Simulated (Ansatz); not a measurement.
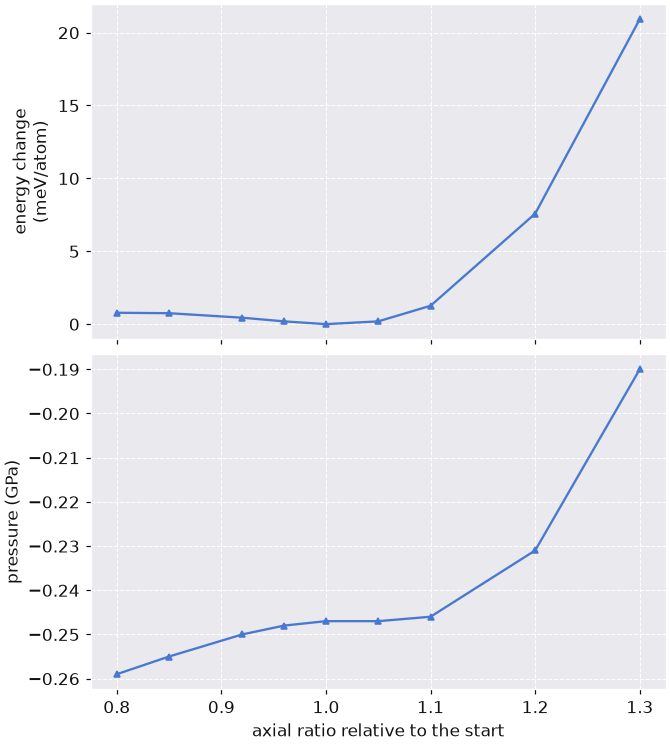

Figure. Energy change and pressure against relative axial ratio for Na, space group I4/mmm (No. 139).

The energy change is 0.78 meV/atom at relative axial ratio 0.80 and 20.92 meV/atom at 1.30; the lowest computed point is at relative axial ratio 1.00 (0.00 meV/atom), and no other minimum shows. The pressure rises from −0.259 GPa at relative axial ratio 0.80 to −0.190 GPa at 1.30.

Method: deformation of a crystal at fixed volume, lengths along the axis scaled against those across it, fractional coordinates fixed, by plane-wave density functional theory with PAW datasets, free energies less that of the undisturbed cell, pressure positive in compression; scalar-relativistic (Ansatz 0.2.0). Level: PBEsol, no spin polarisation.

| setting | value |
| --- | --- |
| wave cutoff | 420 eV |
| k mesh | 20×20×20 |
| occupations | Gaussian |
| smearing width | 0.15 eV |
| k shift | (0, 0, 0) (mesh steps) |
| start | as given |
| path | tetragonal |
| axis direction | (0, 0, 1) (Cartesian unit vector) |

Structure:
```yaml
crystal:
  lattice:
    - [-1.88829, 1.88829, 2.63728]
    - [1.88829, -1.88829, 2.63728]
    - [1.88829, 1.88829, -2.63728]
  atoms:
    - { symbol: Na, position: [0.00000, 0.00000, 0.00000] }
```

Note: reference crystal is not relaxed; shape and atomic fractions are frozen while scaling, which makes layered, chain and framework solids too stiff.
